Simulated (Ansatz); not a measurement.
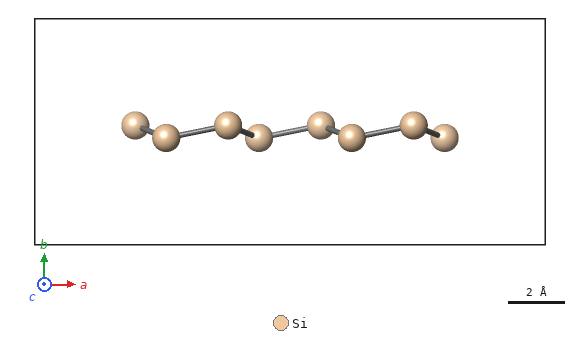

A wire of composition Si, before the relaxation. A ball-and-stick model of the 2 repeat of the cell, with the vacuum cut short, seen along the c axis.

Case: zigzag ribbon, 4 formula units a period.

These are results of Ansatz 0.2.0, DFT PBE, scalar-relativistic, plane waves, PAW, not measurements.

Input file:
```yaml
crystal:
  lattice:
    - [20.2, 0.0, 0.0]
    - [0.0, 9.8, 0.0]
    - [0.0, 0.0, 3.8688112877]
  atoms:
    - { symbol: Si, position: [0.27884562, 0.4769415544, 0.0] }
    - { symbol: Si, position: [0.444711405, 0.4769415544, 0.5] }
    - { symbol: Si, position: [0.61057719, 0.4769415544, 0.0] }
    - { symbol: Si, position: [0.776442975, 0.4769415544, 0.5] }
    - { symbol: Si, position: [0.223557025, 0.5230584456, 0.5] }
    - { symbol: Si, position: [0.38942281, 0.5230584456, 0.0] }
    - { symbol: Si, position: [0.555288595, 0.5230584456, 0.5] }
    - { symbol: Si, position: [0.72115438, 0.5230584456, 0.0] }
basis:
  ecutwfc: 420
kpoints:
  mp_grid: { grid: [1, 1, 23] }
hamiltonian:
  xc: pbe
scf:
  occupations: { method: gaussian, width: 0.05 }
output:
  forces: true
  stress: true
  eigenvalues: true
  populations: true
  write_density: true
  write_potential: true
  elf: true
  volumetric_format: npy
relax:
  adjacent_minimum: "off"
  f_tol: 0.02
  max_steps: 45
  cell: { fix: [a, b, alpha, beta, gamma], stress_tol: 0.03 }
```

Launched with:
```bash
ansatz run input.yaml --threads 4 --pin off --max-ram 11264MiB --backend cpu --events-out ev --progress --plain --runs-dir out
```

Predict the outcome.

The largest moves relative to the centre of the atoms, 0.55 Å, are those of Si3 and Si6. Along the periodic axis the drawn cell goes c 7.738 → 7.667 Å (−0.9 %). Some distances before and after: Si1–Si5 2.279 → 2.310 Å, Si2–Si7 2.279 → 2.256 Å, Si2–Si6 2.279 → 2.272 Å. Bond angles that change, for instance: Si7–Si3–Si8 116.2° → 120.8°, Si8–Si4–Si8 116.2° → 112.1°, Si2–Si7–Si3 116.2° → 120.0°. Over 10 accepted moves (13 points after the start) the energy falls by 0.127 eV per cell of the calculation. The largest force component goes from 0.39 to 0.0095 eV/Å. The line search rejected the trial steps at points 5, 8 of the run. At 1 point the geometry stayed and the basis and grid were re-selected for the new cell (energy shift of 0.2 meV per cell of the calculation at most each time). Cost: 3.7 min on 4 threads of Intel(R) Xeon(R) Processor @ 2.50GHz (Skylake/Cascade Lake), on a shared host, peak memory 1.2 GiB.

The structure at the end:

```xyz
8
Lattice="20.2000 0.0000 0.0000 0.0000 9.8000 0.0000 0.0000 0.0000 3.8336" Properties=species:S:1:pos:R:3 pbc="T T T"
Si    5.5395    4.5540    3.8336
Si    8.9736    4.9597    1.9168
Si   12.3852    5.2187    3.8336
Si   15.5598    4.3214    1.9168
Si    4.6402    5.4786    1.9168
Si    7.8148    4.5813    3.8336
Si   11.2264    4.8403    1.9168
Si   14.6605    5.2460    3.8336
```

After the run, drawn alike:

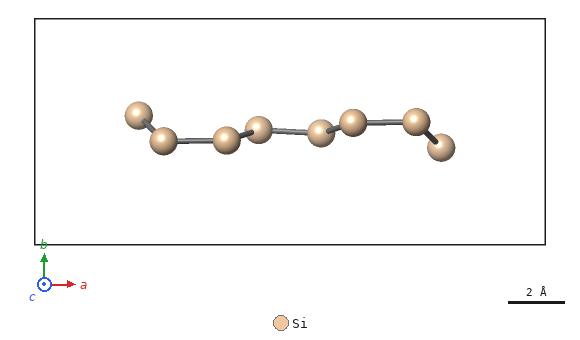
